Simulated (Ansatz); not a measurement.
## AlNi: single-point calculation

AlNi (P4/mmm, 2 atoms in the cell), computed with DFT PBEsol, scalar-relativistic, plane waves, PAW, no spin polarisation (Ansatz 0.2.0).

The structure derives from a Materials Project entry. It belongs to a series of runs on one base structure; here: strain -0.030 along x and y, -0.030 along z, atoms carried along.

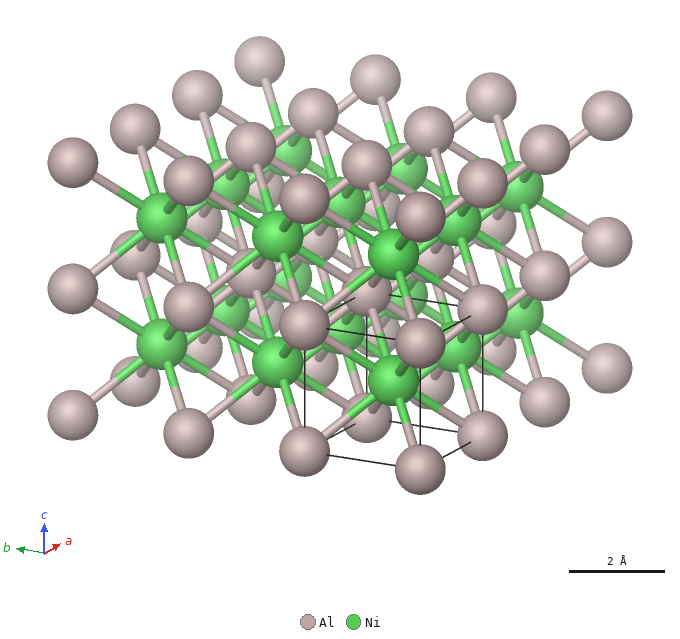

Fig. 1: The structure as given in the input (ball-and-stick view of the cell of the calculation, repeated 3 × 3 × 2, seen at an oblique angle). An atom can appear more than once, as a periodic image. Near neighbours in the periodic cell (some may lie outside the picture): Al has 8 Ni at 2.40 Å; Ni has 8 Al at 2.40 Å.

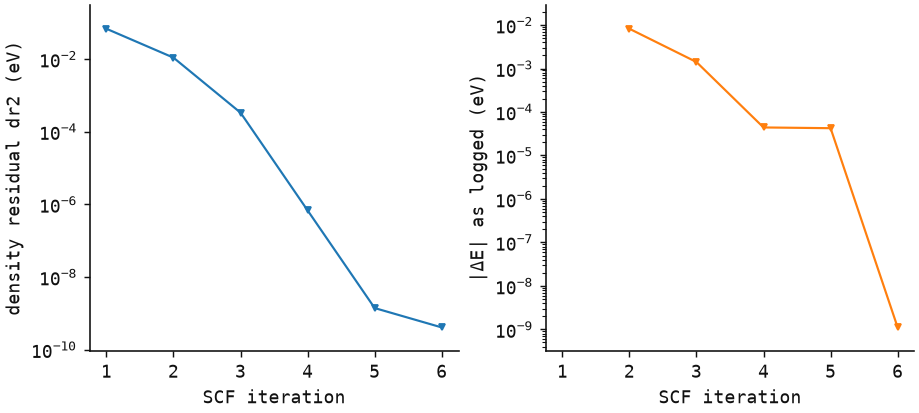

Fig. 2: Convergence of the self-consistent field: density residual dr2 and size of the energy change against the SCF iteration. The residual falls at every step.

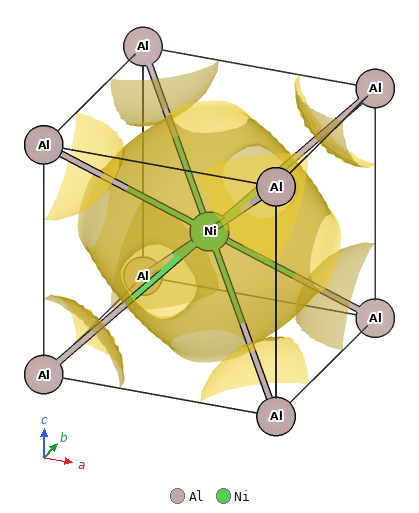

Fig. 3: Isosurface of the ELF at 0.4 (yellow), seen at an oblique angle. Core shells and regions of very low density are left out. Sticks mark near contacts. The outline is the cell set on symmetry axes. Profiles from the grid: Al–Ni (2.40 Å): the ELF is about 0.40 at the midpoint (nearly free electrons, as in a simple metal). In a PAW calculation such maps are meaningful between the atoms, not at the nuclei.

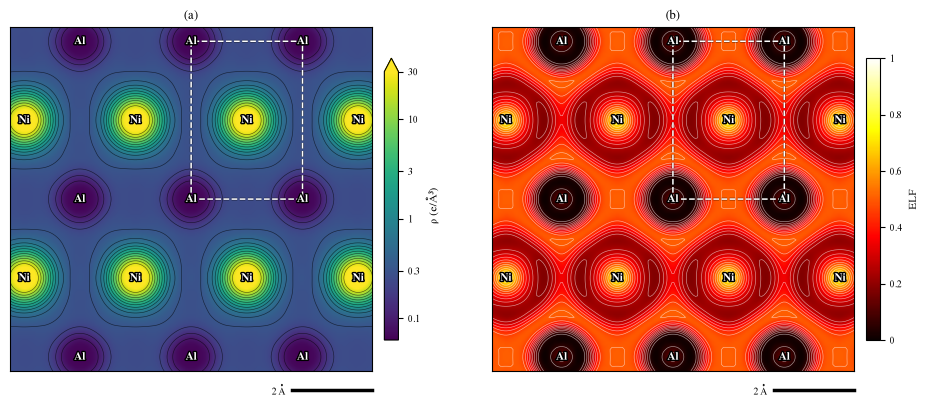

Fig. 4: (a) valence pseudo-density; (b) ELF on the (101̄) plane of the conventional cell. Atoms in the plane: Al and Ni. Al–Ni (2.40 Å): ρ is about 0.35 e/Å³ halfway; the ELF is about 0.40 at the midpoint, which marks metallic bonding. Away from the nuclei the density in this plane falls to 0.24 e/Å³ at its lowest. The strong features right at Ni lie inside the PAW spheres (semicore, d or f shells) and say nothing about bonding.

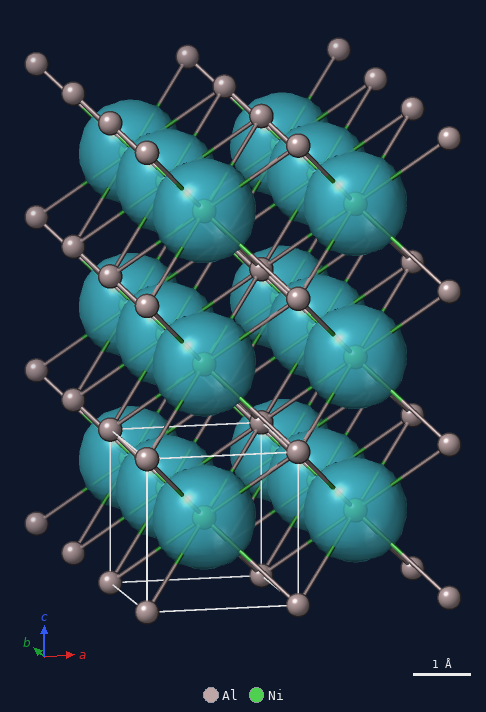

Fig. 5: Isosurface of the valence charge density (pseudo) at 0.6 e/Å³ (cyan), seen slightly off an axis. Sticks mark near contacts. The outline is the cell set on symmetry axes. At this value the density breaks into separate islands; it holds about 75 % of the electrons treated as valence (semicore included). It is pinched off along the Al–Ni (2.40 Å) contacts. On the grid the lowest density along these lines, outside the cores, is 0.28 e/Å³ (Al–Ni, 2.40 Å).

The input that produced these results follows, with the program's output.

### Input
```yaml
crystal:
  lattice:
    - [1.9606882445, -1.9607092947, 0.0]
    - [1.9606882445, 1.9607092947, 0.0]
    - [0.0, 0.0, 2.7833265466]
  atoms:
    - { symbol: Al, position: [0.0, 0.0, 0.0] }
    - { symbol: Ni, position: [0.5, 0.5, 0.5] }
basis:
  ecutwfc: 420
kpoints:
  mp_grid: { grid: [20, 20, 20] }
hamiltonian:
  xc: pbesol
scf:
  occupations: { method: gaussian, width: 0.15 }
output:
  forces: true
  stress: true
  eigenvalues: true
  write_density: true
  write_potential: true
  elf: true
  volumetric_format: npy
```

Run as:
```bash
ansatz run input.yaml --threads 2 --pin off --max-ram 5120MiB --backend cpu --events-out ev --progress --plain --runs-dir out
```

### Output
```
Warning: 8 symmetry operations that the atoms keep within the bar at which the run's group was sought (crystal.symmetry.tolerance 1.0e-5, or twice it) were not taken beside the 8 unitary ones that the detection took (of a slab, those that keep its plane). If the more symmetric cell is meant, write the vectors of crystal.lattice to more decimals, or, with the positions in fractional coordinates, give it by lengths and angles (which lays the cell in the standard orientation, to which the deck's other Cartesian keys then refer), with the lengths that are meant to be equal typed equal, the angles likewise, and each angle that the symmetry fixes typed at its exact value (of a frozen-density pass: in the run whose state it reads). The detection then takes those 8 too, where the atoms keep them as a group. The lattice (crystal.lattice as typed, or as saved on a frozen-density pass laid at its state's geometry) misses each of them by more than the tolerance, the farthest off changing a squared length by the fraction 2.1e-5. The run does not impose them: its cell is that one, or, where this deck is also told that its lattice was moved onto its group, that cell laid onto the operations that were taken. If the cell is strained on purpose, what lies past the tolerance is rightly left out.
Engine: ansatz 0.2.0, aarch64-unknown-linux-gnu
Pseudopotentials: kind: paw
Pseudopotential: Al, paw, valence charge 3, recommended cutoff 420 eV (normal), Al.paw.azcp
Pseudopotential: Ni, paw, valence charge 18, recommended cutoff 420 eV (normal), Ni.paw.azcp
Functional definition: PBEsol
  exchange = pbesol_x
  correlation = pbesol_c
Crystal: 2 atoms, lattice volume = 21.400 Å³
Basis set: ecut = 420 eV, 437 PW (Γ), exchange–correlation on 40×40×40 points (8 copies of the dense FFT grid, shifted against one another)
Bands: 15, of which v1, the nominal top of the filled ones, is band 11 counted from 1 (10 counted from 0)
Symmetry: 8 space group operations
Space group: Cmmm (ITA 65), of the structure as read, at distance tolerance 2.8e-5 Å
k-points: 1221 of 8000
Non-local potential: Al, projectors of the file, l = 0: 2, l = 1: 2, l = 2: 1
Non-local potential: Ni, projectors of the file, l = 0: 3, l = 1: 2, l = 2: 3, l = 3: 1
PAW form: soft (Blöchl's): semilocal exchange-correlation on the pseudo side does not see the compensation charge
PAW frozen core: Al, regenerated for the run's functional, and the local potential with it (the file was generated under x = pbe(κ = 0.804, μ = 0.2195149727645171), c = pbe(β = 0.06672455060314922))
PAW frozen core: Ni, regenerated for the run's functional, and the local potential with it (the file was generated under x = pbe(κ = 0.804, μ = 0.2195149727645171), c = pbe(β = 0.06672455060314922))
PAW one-centre angular grid: Al, 110 points (default); XC on 64 Gauss nodes
PAW one-centre angular grid: Ni, 590 points (default); XC on 64 Gauss nodes
Initial density: superposition of atomic densities (neutral atoms: chi_scale 0, normalization atom), corrected by the library's trained network
Initial wavefunctions: pseudopotential atomic-orbital guess
Functional: x = pbesol(κ = 0.804, μ = 0.12345679012345678), c = pbesol(β = 0.046)
SCF iter   1: F=—  HF=-6330.763505 eV  |F-HF|=—  |Δ(HF+E_count)|=         —  Δρ=2.34e-2  dr2=6.81e-2  ethr=1.77e-3  ⟨swp⟩=4.6  Hψ=82768  notcnv=0
preconditioner: auto → none  [metal: Δε(μ)=0.001 eV  Ē_g=10.518 eV  σ=0.150 eV  W_gap=0.00  n_scr=6 (ndim 8)  ℏωp=28.9 eV  f_vac=0.000  D(μ)=0.81/eV (n_scr^D=6)  sad-step TF]
SCF iter   2: F=—  HF=-6330.755293 eV  |F-HF|=—  |Δ(HF+E_count)|=   8.21e-3  Δρ=8.66e-3  dr2=1.09e-2  ethr=3.24e-4  ⟨swp⟩=1.9  Hψ=30343  notcnv=0  defer=97
SCF iter   3: F=—  HF=-6330.753879 eV  |F-HF|=—  |Δ(HF+E_count)|=   1.41e-3  Δρ=1.46e-3  dr2=3.33e-4  ethr=5.18e-5  ⟨swp⟩=1.0  Hψ=18021  notcnv=0  defer=99
SCF iter   4: F=—  HF=-6330.753835 eV  |F-HF|=—  |Δ(HF+E_count)|=   4.41e-5  Δρ=1.14e-4  dr2=6.80e-7  ethr=1.59e-6  ⟨swp⟩=1.5  Hψ=19177  notcnv=0  defer=101
SCF iter   5: F=—  HF=-6330.753878 eV  |F-HF|=—  |Δ(HF+E_count)|=   4.24e-5  Δρ=5.45e-6  dr2=1.39e-9  ethr=3.24e-9  ⟨swp⟩=2.0  Hψ=30269  notcnv=0  defer=101
SCF iter   6: F=-6330.753878 eV  HF=-6330.753878 eV  |F-HF|=3.84e-10  |Δ(HF+E_count)|=   1.11e-9  Δρ=1.69e-6  dr2=4.07e-10  ethr=6.61e-12  ⟨swp⟩=5.8  Hψ=99455  notcnv=0
SCF 1 converged in 6 iterations: F = -6330.753878 eV  dr2 = 4.07e-10
  greatest PAW one-centre occupation: 1.001 electrons in one spin orbital (limit 2), on the Ni atom at site 1 (counted from 0), in its partial waves of l = 1
SCF converged after 6 iterations
Free energy (F): -6330.753878 eV
Harris-Foulkes:  -6330.753878 eV  (|F-HF|=3.84e-10)
Internal energy: -6330.744917 eV  (E = F + TS)
E sigma→0 (E₀):  -6330.749397 eV
Entropy (-TS):   -0.008961 eV (-4.480 meV/atom)
Fermi energy:    15.848325 eV
--- Per-component energies (eV) ---
  E_band       = -302.826809
  E_kinetic    = 315.946529
  E_local      = -4288.997163  (includes V_loc(G=0)·N_el)
  E_nonlocal   = 648.410013
  E_hartree    = 1848.470512
  E_xc         = -127.648732
  E_vxc        = -143.392888  (∫ρ·V_xc dr)
  E_paw        = -2052.364039  (= ΣΔE_a)
  E_vpaw       = -531.736399  (= ΣTr[D̂ρ^β])
  E_aug_tail   = 0.000484  (compensation charges beyond the density's cutoff)
  E_ewald      = -2674.778949
  E_core_change = 0.216428  (= ΣΔE_core)
  E_smearing   = -0.008961  (= −TS)
  E_closure    = 0.000000  (closes the sum)
  Σ components = -6330.753878   (vs F -6330.753878, Δ=0.00e0)
--- Forces (eV/Å), atoms counted from 1 ---
  atom   1  Al     0.00000000     0.00000000     0.00000000
  atom   2  Ni     0.00000000     0.00000000     0.00000000
  max |Σ_I F_I| component: 1.26e-29 eV/Å
--- Stress (GPa, compression-positive) ---
       19.409461       0.000000       0.000000
        0.000000      19.405795       0.000000
        0.000000       0.000000      19.040275
  P = ⅓ Tr σ = 19.2852 GPa (192.852 kbar)
--- Band table (eV; the first three rows and the last of 1221) ---
  k-point 0: bands = ["-87.4222", "-47.9706", "-47.9698", "-47.9698", "3.8569", "12.0261", "12.0296", "14.0689", "14.0689", "14.0810", "21.7173", "21.8637", "21.8638", "24.3139", "24.3447"]
  k-point 1: bands = ["-87.4222", "-47.9715", "-47.9697", "-47.9697", "3.9066", "12.0239", "12.0424", "14.0456", "14.0456", "14.0836", "21.1300", "21.9293", "21.9294", "24.3422", "24.8682"]
  k-point 2: bands = ["-87.4220", "-47.9741", "-47.9695", "-47.9695", "4.0551", "12.0116", "12.0799", "13.9791", "13.9791", "14.0910", "20.0136", "22.1227", "22.1228", "24.3347", "25.8767"]
  k-point 1220: bands = ["-87.4147", "-48.0006", "-48.0006", "-47.9997", "11.1512", "11.1534", "11.1534", "14.7260", "14.7368", "17.6949", "17.7047", "17.7049", "20.5839", "20.8242", "20.8244"]
```

### Summary

| quantity | value |
| --- | --- |
| outcome | converged |
| space group (tolerance 0.01 Å) | P4/mmm (123) |
| electrons treated | 21 |
| free energy | −6330.7539 eV |
| Fermi energy | 15.848 eV |
| gap on the k-point mesh | none (metallic) |
| pressure | 19.29 GPa |
| largest force (length of the vector) | under 0.001 eV/Å |
| hardware | 2 threads of Arm Neoverse V2, 24 GiB of memory available, shared host |
| wall time | 10 s (CPU time 21 s) |
| peak memory | 0.62 GiB |

The program warns: near-symmetries of the structure were not used. The run has no spin polarisation, so a magnetic state may lie lower. The cell is under a pressure of 19.3 GPa at this level, so it is not at its equilibrium volume.
